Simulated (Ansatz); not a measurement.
**Run report: Si₁₆O (charge −1), geometry relaxation (part 1 of 3)**

System: Si₁₆O (defect cell, 17 atoms in the cell, total charge −1).
Method: DFT PBE, scalar-relativistic, plane waves, PAW, spin-polarised (Ansatz 0.2.0).

The structure derives from a Materials Project entry. It belongs to a series of runs on one base structure; here: O interstitial, charge -1, atoms relaxed at the host's cell.

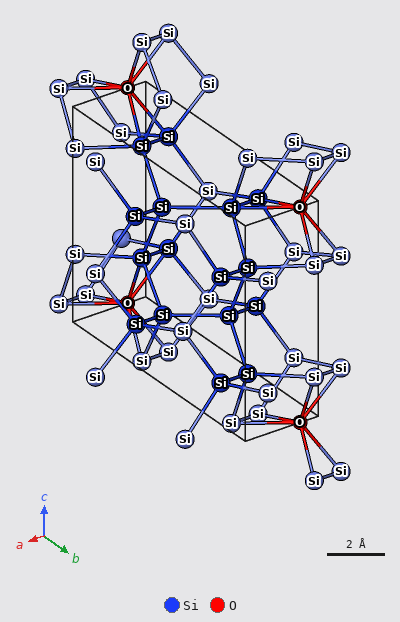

The input geometry (ball-and-stick view of the cell of the calculation, seen slightly off an axis; neighbours outside the cell are drawn fainter).

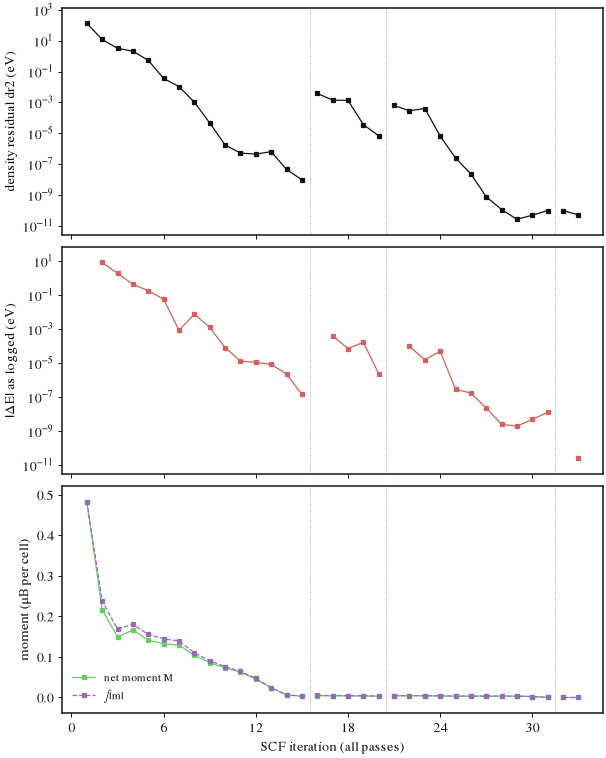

Convergence of the self-consistent field: density residual dr2, size of the energy change and magnetic moment against the SCF iteration. The dotted lines part the SCF passes of the relaxation: geometry steps, rejected trials and re-solves on a re-selected basis. The passes take 15, 5, 11 and 2 iterations. The net moment goes from 0.5 to 0.0 μB per cell, and ∫|m| falls to zero.

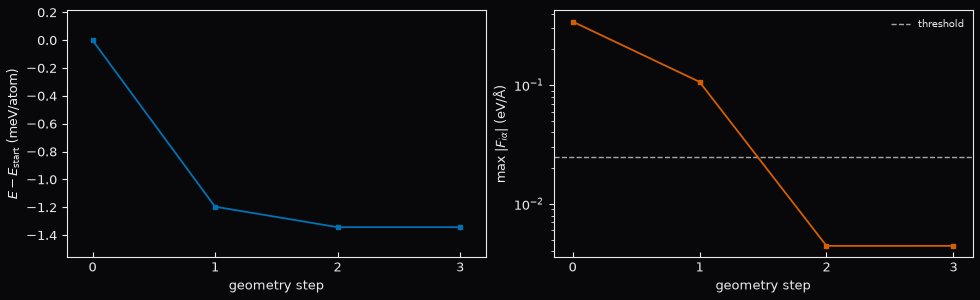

Progress of the relaxation, step by step (the first geometry is step 0 here and step 1 in the log).

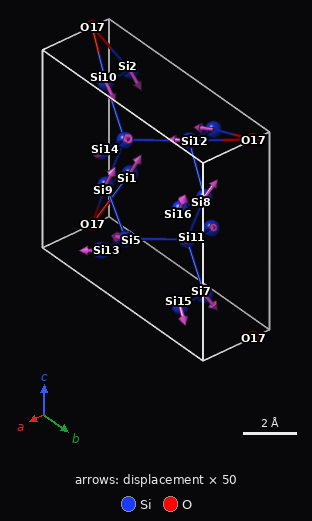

The starting structure with the displacements as pink arrows, magnified 50 times (ball-and-stick view of the cell of the calculation, seen slightly off an axis). The largest moves, 0.018 Å, are those of 12 atoms (Si1, Si2, Si4, Si5 and others). O stays in place. The lattice vectors keep their values. Among the contacts that change: Si6–Si14 2.324 → 2.351 Å, Si1–Si14 2.464 → 2.442 Å, Si3–Si11 2.349 → 2.366 Å, Si10–O17 2.433 → 2.449 Å. After 3 geometry steps the energy has fallen by 1.3 meV per atom. Largest force component: 0.34 eV/Å at the start, 0.0044 eV/Å at the end. (Atoms are counted from 1 in the order of the input.)

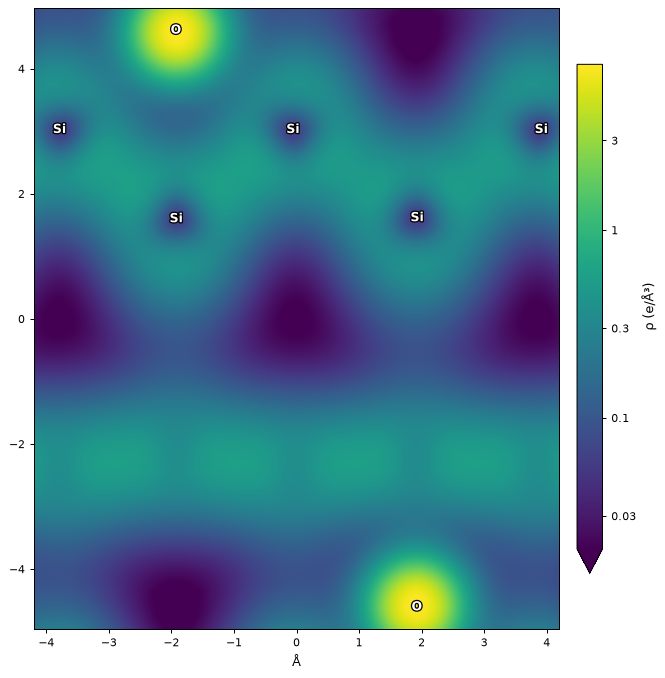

Valence charge density (pseudo) on the (110) plane of the calculation cell. The section cuts through Si and O sites. Si–Si (2.36 Å): ρ is about 0.57 e/Å³ halfway, a local maximum along the line. Si–O (2.45 Å): ρ at the midpoint is about 0.25 e/Å³. Si–Si (2.44 Å): ρ at the midpoint is about 0.5 e/Å³, a local maximum along the line. Away from the nuclei the density in this plane falls to 0.02 e/Å³ at its lowest. Core electrons are frozen (PAW), so the fields are smoothed inside the atomic spheres.

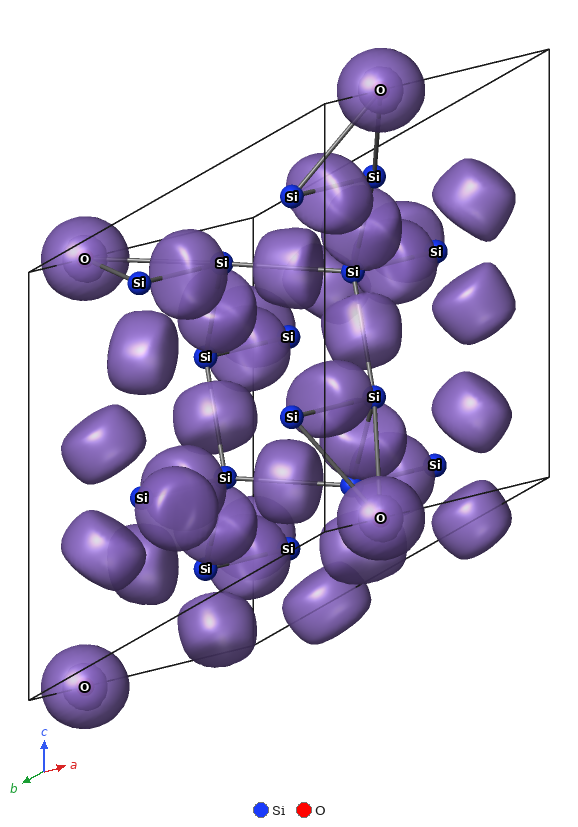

Isosurface of the ELF at 0.75 (purple), seen at an oblique angle. Only the valence region is drawn (cores and ρ < 0.01 e/Å³ removed). Sticks mark near contacts. The outline is the calculation cell.

The input that produced these results follows, with the program's output.

Input file
```yaml
crystal:
  lattice:
    - [0.0, 0.0, 6.3650227274]
    - [7.7025612697, 1.0e-10, 0.0]
    - [-3.8512806349, 6.6706137337, 0.0]
  atoms:
    - { symbol: Si, position: [0.0672189118, 0.1601642957, 0.3203285913], spin: 0.077 }
    - { symbol: Si, position: [0.0672189118, 0.1601642957, 0.8398357043], spin: 0.077 }
    - { symbol: Si, position: [0.0654731855, 0.6666666667, 0.3333333333] }
    - { symbol: Si, position: [0.0672189118, 0.6796714087, 0.8398357043], spin: 0.077 }
    - { symbol: Si, position: [0.5665349927, 0.3390366818, 0.1695183409], spin: 0.077 }
    - { symbol: Si, position: [0.5674268264, 0.3333333333, 0.6666666667] }
    - { symbol: Si, position: [0.5665349927, 0.8304816591, 0.1695183409], spin: 0.077 }
    - { symbol: Si, position: [0.5665349927, 0.8304816591, 0.6609633182], spin: 0.077 }
    - { symbol: Si, position: [0.4327810882, 0.1601642957, 0.3203285913], spin: 0.077 }
    - { symbol: Si, position: [0.4327810882, 0.1601642957, 0.8398357043], spin: 0.077 }
    - { symbol: Si, position: [0.4345268145, 0.6666666667, 0.3333333333] }
    - { symbol: Si, position: [0.4327810882, 0.6796714087, 0.8398357043], spin: 0.077 }
    - { symbol: Si, position: [0.9334650073, 0.3390366818, 0.1695183409], spin: 0.077 }
    - { symbol: Si, position: [0.9325731736, 0.3333333333, 0.6666666667] }
    - { symbol: Si, position: [0.9334650073, 0.8304816591, 0.1695183409], spin: 0.077 }
    - { symbol: Si, position: [0.9334650073, 0.8304816591, 0.6609633182], spin: 0.077 }
    - { symbol: O, position: [0.25, 0.0, 0.0], spin: 0.077 }
  host:
    lattice:
      - [3.8512806348, 0.0, 0.0]
      - [-1.9256403174, 3.3353068669, 0.0]
      - [0.0, 0.0, 6.3650227274]
    atoms:
      - { symbol: Si, position: [0.3333333333, 0.6666666667, 0.0629309403] }
      - { symbol: Si, position: [0.6666666667, 0.3333333333, 0.5629309403] }
      - { symbol: Si, position: [0.3333333333, 0.6666666667, 0.4370690597] }
      - { symbol: Si, position: [0.6666666667, 0.3333333333, 0.9370690597] }
total_charge: -1
basis:
  ecutwfc: 420
  xc_grid: 2
kpoints:
  mp_grid: { grid: [5, 4, 4], shift: [0.0, 0.0, 0.0] }
hamiltonian:
  xc: pbe
scf:
  occupations: { method: gaussian, width: 0.02 }
output:
  forces: true
  stress: false
  eigenvalues: true
  populations: true
  charged_corrections:
    defect_position: [0.25, 0.0, 0.0]
    epsilon: [[12.6179, 0.0, 0.0], [0.0, 12.6179, 0.0], [0.0, 0.0, 13.7065]]
  write_density: true
  write_potential: true
  elf: true
  volumetric_format: npy
magnetization:
  spin_polarized: true
relax:
  adjacent_minimum: "off"
  f_tol: 0.025
  max_steps: 45
```

Command:
```bash
ansatz run input.yaml --threads 4 --pin off --max-ram 8192MiB --backend cpu --events-out ev --progress --plain --runs-dir out
```

What the program printed
```
Engine: ansatz 0.2.0, aarch64-unknown-linux-gnu
Pseudopotentials: kind: paw
Pseudopotential: Si, paw, valence charge 4, recommended cutoff 420 eV (normal), Si.paw.azcp
Pseudopotential: O, paw, valence charge 6, recommended cutoff 420 eV (normal), O.paw.azcp
Functional definition: PBE
  parameter kappa = 0.804
  parameter beta = 0.06672455060314922
  exchange = pbe_x(kappa = kappa, mu = beta*pi^2/3)
  correlation = pbe_c(beta = beta)
Crystal: 17 atoms, lattice volume = 327.040 Å³
Basis set: ecut = 420 eV, 6375 PW (Γ), exchange–correlation on 90×108×108 points (8 copies of the dense FFT grid, shifted against one another)
Bands: 54, of which v1, the nominal top of the filled ones, is band 36 counted from 1 (35 counted from 0)
Symmetry: 12 space group operations
Space group: P-6m2 (ITA 187), of the structure as read, at distance tolerance 6.9e-5 Å
Magnetic group: BNS 187.209 (UNI 1439), of the structure as read, at distance tolerance 6.9e-5 Å
k-points: 12 of 80 (time reversal used)
Non-local potential: Si, projectors of the file, l = 0: 2, l = 1: 2, l = 2: 2
Non-local potential: O, projectors of the file, l = 0: 2, l = 1: 2, l = 2: 1
PAW form: soft (Blöchl's): semilocal exchange-correlation on the pseudo side does not see the compensation charge
PAW one-centre angular grid: Si, 110 points (default); XC on 64 Gauss nodes
PAW one-centre angular grid: O, 110 points (default); XC on 64 Gauss nodes
Initial density: superposition of atomic densities (chi_scale 0.1, normalization cell, long waves kept (reshape's long-wave potential 0.50 eV rms))
Starting moments: Σ|m| = 1.001 μB on 13 of 17 sites
Initial wavefunctions: pseudopotential atomic-orbital guess
Functional: x = pbe(κ = 0.804, μ = 0.2195149727645171), c = pbe(β = 0.06672455060314922)
```
